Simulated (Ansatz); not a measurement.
A periodic structure is given below.

```xyz
30
Lattice="5.0583 0.0000 0.0000 -2.5292 4.3806 0.0000 0.0000 0.0000 14.7145" Properties=species:S:1:pos:R:3 pbc="T T T"
Ti   -1.6657    2.9204    6.1310
Ti    0.8329    4.3630    6.1310
Ti    0.8329    1.4779    6.1310
Ti    4.2255    1.4425    3.6786
Ti    1.6963    2.9381    3.6786
Ti    1.6657    0.0000    3.6786
O     0.0000    0.0000    4.9705
O     2.5292    1.4602    7.2916
O     2.5292    1.4602    2.5181
O     0.0000    2.9204    4.8392
Ti    3.3926    0.0000   11.0358
Ti    0.8329    1.4425   11.0358
Ti   -1.6963    2.9381   11.0358
Ti    1.6963    2.9028    8.5834
Ti    1.6963    0.0177    8.5834
Ti    4.1949    1.4602    8.5834
O     2.5292    1.4602    9.8753
O     0.0000    2.9204   12.1964
O     0.0000    2.9204    7.4229
O     0.0000    0.0000    9.7440
Ti    0.8635    1.4602    1.2262
Ti    3.3620    2.9028    1.2262
Ti    3.3620    0.0177    1.2262
Ti   -0.8329    4.3630   13.4883
Ti   -0.8329    1.4779   13.4883
Ti    1.6657    2.9204   13.4883
O     0.0000    2.9204    0.0657
O     0.0000    0.0000    2.3867
O     0.0000    0.0000   12.3277
O     2.5292    1.4602   14.6488
```

Question: What does this file describe?

Answer: The structure is one of Ti3O2. The structure has R-3c (No. 167) symmetry and a rhombohedral (trigonal R) lattice. Content of the cell: 18 Ti, 12 O (Z = 6). Counting contacts within bonding distance, the coordination numbers are Ti 16 and O 6.

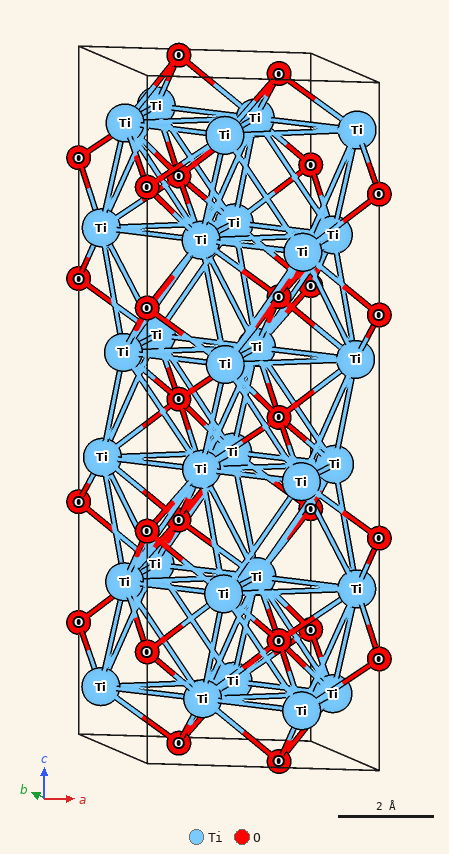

View slightly off an axis, drawn as a ball-and-stick model. The frame is the conventional unit cell; atoms at its boundary are shown with their periodic copies.

Origin of the cell: a structure listed in the Materials Project. Relaxation method: DFT PBEsol, scalar-relativistic, plane waves, PAW (Ansatz).
